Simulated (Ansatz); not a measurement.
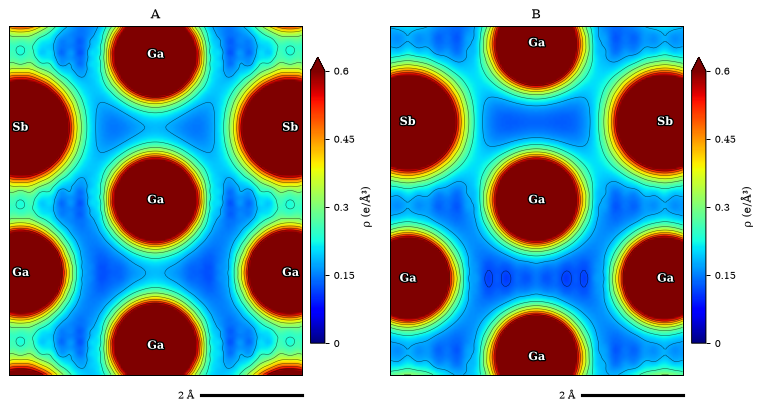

Ga₃Sb. The valence charge density (pseudo) of two cells that differ in size and shape, on the (110) plane of each (indices in the axes of the calculation cell), at one length scale and on one colour scale: B has 20.0 Å³ an atom and A 19.2.

Space group I4/mmm; a point of a scan over the structure, not its minimum; a structure from a database of computed crystals, not necessarily the ambient phase; PAW files of the earlier set (soft_1).

Computed with Ansatz, DFT PBE+D3(BJ), scalar-relativistic, plane waves, PAW.

The larger cell:

```
Ga Sb
1.0
    -2.21658    2.21658    4.07938
     2.21658   -2.21658    4.07938
     2.21658    2.21658   -4.07938
Ga Sb
3 1
Direct
  0.75000 0.25000 0.50000
  0.25000 0.75000 0.50000
  0.50000 0.50000 0.00000
  0.00000 0.00000 0.00000
```

The smaller cell: a = 5.392 Å, b = 5.392 Å, c = 5.392 Å, α = 135.16°, β = 135.16°, γ = 65.29°.

### What changes from the larger cell to the smaller?

From the larger cell to the smaller, Ga–Sb goes from 3.01 to 2.91 Å, and the density at its midpoint from 0.21 to 0.24 e/Å³; the pressure goes from 2.3 to 5 GPa.
